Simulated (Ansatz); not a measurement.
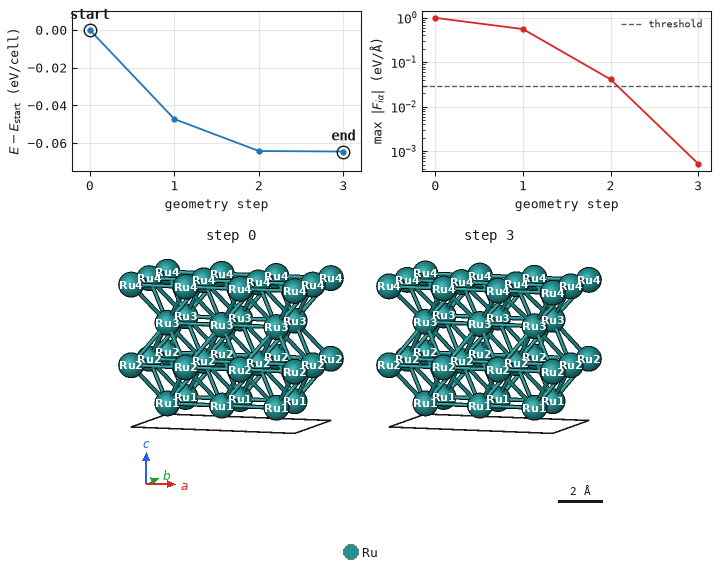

First and last geometry of a constrained relaxation of a slab of composition Ru (cut from the Fm-3m phase), with the history of the run. Style: ball-and-stick. Shown: the 3 × 2 repeat of the cell, outlined in the plane, without the vacuum, slightly off an axis.

Case: clean slab, lower half held. The slab is the (1 0 0) face of Ru. 2 atoms are held fixed.

These are results of DFT PBEsol, scalar-relativistic, plane waves, PAW in Ansatz, not measurements. Set-up: plane-wave cutoff 420 eV; k-point mesh 11 × 11 × 1; occupations gaussian; smearing width 0.1 eV; no spin polarisation; dipole correction; atoms relaxed in a fixed cell; force threshold 0.03 eV/Å; at most 70 steps.

Question: What do the curves and the structures tell?

Answer: It converged. The energy falls by 64.4 meV per cell of the calculation in 3 geometry steps. The largest force component goes from 0.99 to 0.00053 eV/Å. The atom that moves furthest is Ru4 (0.082 Å along the normal (−c)). The cell doesn't change. Among the contacts that change: Ru3–Ru4 2.665 → 2.579 Å, Ru2–Ru3 2.665 → 2.695 Å.

```tsv
step	E − E(0), meV/atom	largest force component, eV/Å
0	0.00	0.9926
1	-11.81	0.5559
2	-16.04	0.0412
3	-16.11	0.0005
```
